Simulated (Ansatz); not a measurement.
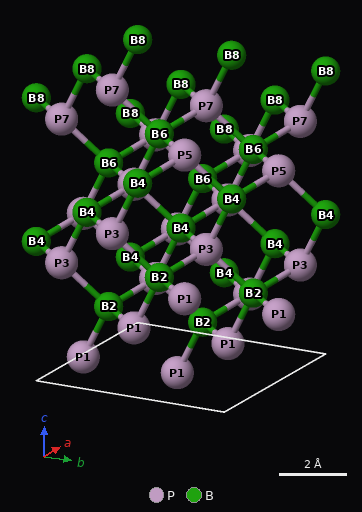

A slab of composition BP (cut from the F-43m phase), before the constrained relaxation. Style: ball-and-stick. Shown: the 2 × 2 repeat of the cell, outlined in the plane, without the vacuum, from a free direction.

Case: clean slab, lower half held. The slab is the (1 0 0) face of BP. 4 atoms are held fixed.

Method: Ansatz 0.2.0, DFT r2SCAN, scalar-relativistic, plane waves, PAW.

Input file:
```yaml
crystal:
  lattice:
    - [3.2078136921, 0.0, 0.0]
    - [0.0, 3.2078136921, 0.0]
    - [0.0, 0.0, 24.9389338506]
  atoms:
    - { symbol: P, position: [0.0, 0.5, 0.3408325332] }
    - { symbol: B, position: [0.5, 0.5, 0.3863089523] }
    - { symbol: P, position: [0.5, 0.0, 0.4317853714] }
    - { symbol: B, position: [0.0, 0.0, 0.4772617905] }
    - { symbol: P, position: [0.0, 0.5, 0.5227382095] }
    - { symbol: B, position: [0.5, 0.5, 0.5682146286] }
    - { symbol: P, position: [0.5, 0.0, 0.6136910477] }
    - { symbol: B, position: [0.0, 0.0, 0.6591674668] }
basis:
  ecutwfc: 500
kpoints:
  mp_grid: { grid: [8, 8, 1] }
hamiltonian:
  xc: r2scan
scf:
  occupations: { method: gaussian, width: 0.05 }
output:
  forces: true
  eigenvalues: true
  write_density: true
  write_potential: true
  elf: true
  volumetric_format: npy
relax:
  adjacent_minimum: "off"
  f_tol: 0.03
  max_steps: 70
  constraints: [{ sites: [0, 1, 2, 3] }]
efield:
  axis: 3
  dipole_correction: true
  ramp_width: 0.04
```

Launched with:
```bash
ansatz run input.yaml --threads 2 --pin off --max-ram 5120MiB --backend cpu --events-out ev --progress --plain --runs-dir out
```

Predict the outcome.

Answer. After 4 geometry steps the energy has fallen by 0.205 eV per cell of the calculation. The largest force component goes from 2 to 0.0017 eV/Å. The atom that moves furthest is B8 (0.18 Å along the normal (−c)). Largest moves by element: B 0.18 Å, P 0.03 Å. The cell stays as it was. Near-neighbour distances that change, for instance: P7–B8 1.964 → 1.854 Å, B6–P7 1.964 → 1.989 Å, P5–B6 1.964 → 1.955 Å. Among the angles between lasting bonds that change: B8–P7–B8 109.5° → 119.7°, P7–B8–P7 109.5° → 119.7°, B6–P7–B8 109.5° → 107.3°. Cost: 87 s on 2 threads of Arm Neoverse V2, on a shared host, peak memory 0.95 GiB.

The end point in the same view:

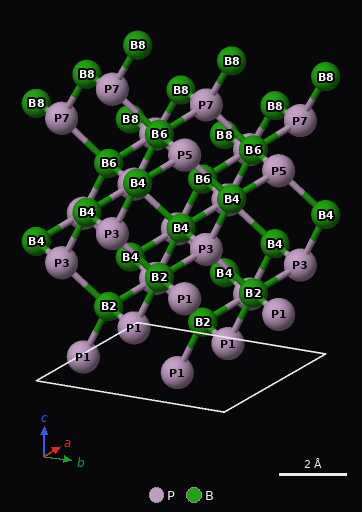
